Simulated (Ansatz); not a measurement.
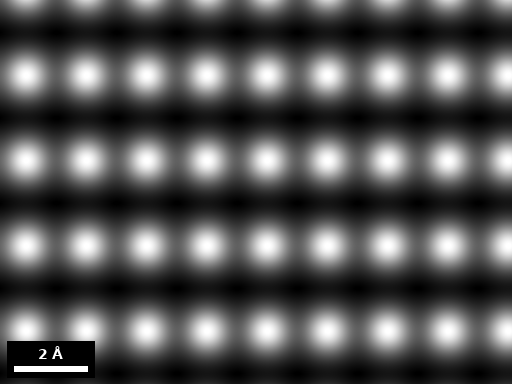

iDPC-like image of Ti (Im-3m, No. 229). Simulated as the projected potential of neutral atoms (B = 0.8 Å²) blurred by a 0.58 Å probe, the thin-sample limit of integrated differential phase contrast. The display is stretched by a gamma of 0.65; percentages refer to the linear signal. Structure used: the input geometry of an electronic-structure calculation (not necessarily at equilibrium); the starting structure was generated, so it need not be a known form of this composition.

```
CELL_PARAMETERS angstrom
3.29576 0.00000 0.00000
0.00000 3.29576 0.00000
0.00000 0.00000 3.29576
ATOMIC_POSITIONS crystal
Ti 0.00000 0.00000 0.00000
Ti 0.50000 0.50000 0.50000
```

Question: Along which zone axis is the crystal seen: [110], [111], [221] or [001]? (Directions equivalent by symmetry count as one.)

Answer: [110]. The projected cells are 1.65 × 2.33 Å, 90° for [110]; 2.69 × 2.69 Å, 120° for [111]; 0.78 × 2.33 Å, 90° for [221]; 2.33 × 2.33 Å, 90° for [001], and the image repeats as the [110] one does.
